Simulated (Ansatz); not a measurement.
## Electronic structure of GaN in real space

The calculation's input:

```
crystal:
  lattice:
    - [0.0, 2.135235, 2.135235]
    - [2.135235, 0.0, 2.135235]
    - [2.135235, 2.135235, 0.0]
  atoms:
    - { symbol: Ga, position: [0.0, 0.0, 0.0] }
    - { symbol: "N", position: [0.5, 0.5, 0.5] }
hamiltonian:
  xc: pbe0
  pseudopotentials: { kind: paw }
kpoints:
  mp_grid: { grid: [6, 6, 6] }
  band_path:
    path:
      - [[0.0, 0.0, 0.0], [0.5, 0.0, 0.5], [0.5, 0.25, 0.75], [0.375, 0.375, 0.75], [0.0, 0.0, 0.0], [0.5, 0.5, 0.5], [0.625, 0.25, 0.625], [0.5, 0.25, 0.75], [0.5, 0.5, 0.5], [0.375, 0.375, 0.75]]
      - [[0.625, 0.25, 0.625], [0.5, 0.0, 0.5]]
    npoints: 4
scf:
  occupations: { method: fermi_dirac, width: 0.05 }
  n_extra_bands: 6
output:
  forces: true
  stress: true
  eigenvalues: true
  fatbands: false
  write_density: true
  write_potential: true
  elf: true
  volumetric_format: npy
```

Below, planes, directions and counts refer to the conventional cell (a = 4.27 Å, b = 4.27 Å, c = 4.27 Å, α = 90.00°, β = 90.00°, γ = 90.00°).

Space group Fm-3m; a structure from a database of computed crystals, not necessarily the ambient phase; computed pressure about −10 GPa in this cell.

The calculation used Kohn-Sham DFT of a periodic cell, PBE0, Ansatz PAW in Ansatz 0.2.0.

Core electrons are frozen (PAW), and the valence fields are smoothed inside the atomic spheres.

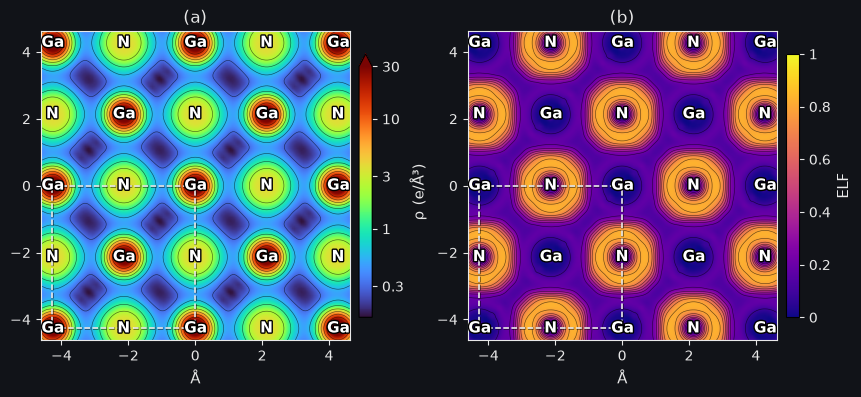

Figure 1. (a) valence electron density; (b) ELF on the (010) plane of the conventional cell.

Question: What do the fields say about this system?

Answer:
- Atoms in the plane: Ga and N.
- Ga–N (2.14 Å): ρ at the midpoint is about 0.5 e/Å³; the ELF peaks at about 0.85 in the valence shell of N, 0.7 Å from its nucleus, and is about 0.35 at the midpoint.
- Between the atoms the lowest density in this plane is 0.16 e/Å³.

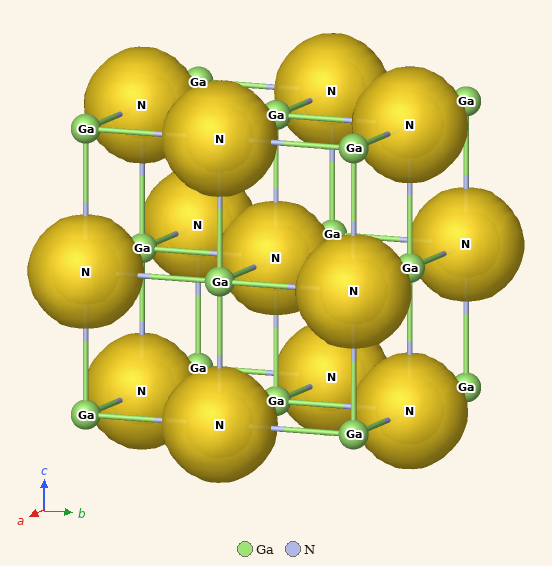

Figure 2. Isosurface of the electron localisation function at 0.75 (yellow), seen slightly off an axis. Core shells and regions of very low density are left out. Sticks mark near contacts.

Question: Describe the localisation domains.

Answer: At this value the surface marks out four regions wrapped around N (the valence shell of each), counted in one cell of 8 atoms. Regions shared between cells count once.

Question: Does the calculation give a band gap?

Answer: It is gapped, with a Kohn–Sham gap of 2.3 eV on the k-point mesh (the band edges may lie off the mesh, which would make the gap smaller).
